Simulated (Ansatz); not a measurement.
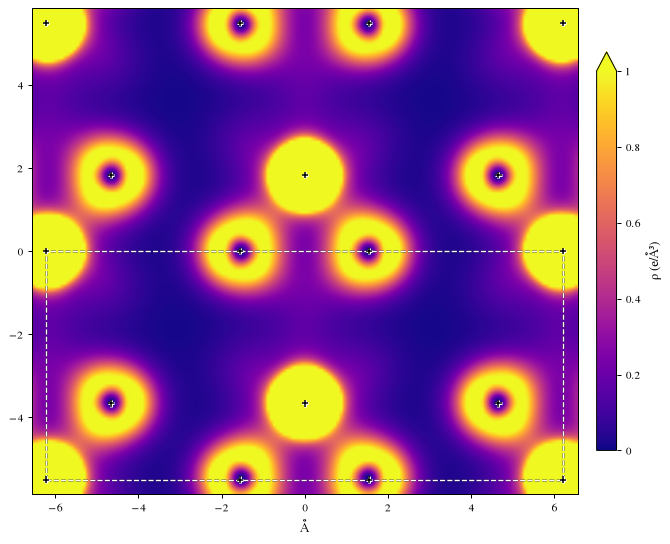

The valence electron density on a plane through atoms (crosses mark nuclei in the plane).

Level of theory: Ansatz 0.2.0, DFT, HSE06, plane waves, PAW.

Candidates:
A. Si2Mo, a = 4.58 Å, b = 4.58 Å, c = 6.58 Å, α = 90.00°, β = 90.00°, γ = 120.00°. Space group P6₂22; a structure from a database of computed crystals, not necessarily the ambient phase; started from the database structure prototype, which need not be the ambient phase; computed pressure about −2 GPa in this cell; computed without spin polarisation.
B. MoS2, a = 3.17 Å, b = 3.17 Å, c = 12.44 Å, α = 90.00°, β = 90.00°, γ = 120.00°. Space group P6₃/mmc; started from the measured structure prototype, which need not be the ambient phase; not relaxed (largest force 0.4 eV/Å); computed pressure about −2 GPa in this cell; computed without spin polarisation.
C. WS2, a = 3.14 Å, b = 3.17 Å, c = 6.50 Å, α = 76.05°, β = 76.10°, γ = 60.94°. Space group P1; started from the measured structure prototype, which need not be the ambient phase; changed on purpose from its base cell (shear xy strain -2.2%).

### Which system is this?

Candidate B: MoS2 on the (110) plane of the conventional cell, which holds Mo and S. Mo–S (2.40 Å): the density is about 0.62 e/Å³ at the midpoint.
